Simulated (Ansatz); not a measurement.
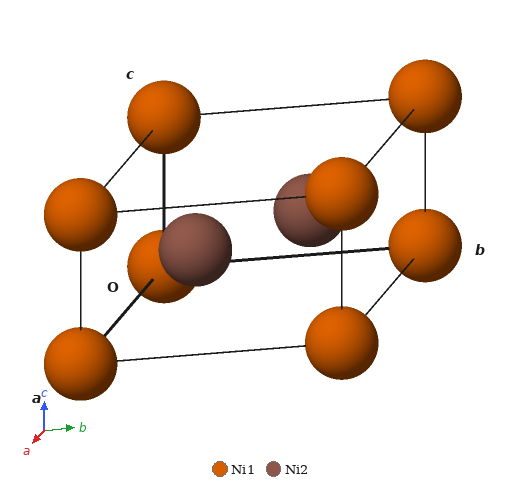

One unit cell; atoms that symmetry makes equivalent share a colour (atoms on faces, edges and corners are repeated). Crystal: Ni, the input geometry of an electronic-structure calculation (not necessarily at equilibrium); the starting structure was generated, so it need not be a known form of this composition. Geometry calculated from the standardised cell; symmetry tolerance 0.002 Å.

a = 3.928 Å, b = 3.928 Å, c = 2.379 Å, α = 90.00°, β = 90.00°, γ = 120.00°; space group P6/mmm, No. 191.

One atom of each site: Ni1 (0, 0, 0); Ni2 (1/3, 2/3, 1/2).

Q: Give the multiplicity, Wyckoff letter and site symmetry of each site.

A:
```csv
site,Wyckoff,symmetry
Ni1,1a,6/mmm
Ni2,2d,-6m2
```

Q: How many free positional parameters does the structure have?

A: 0: Ni1 0, Ni2 0.
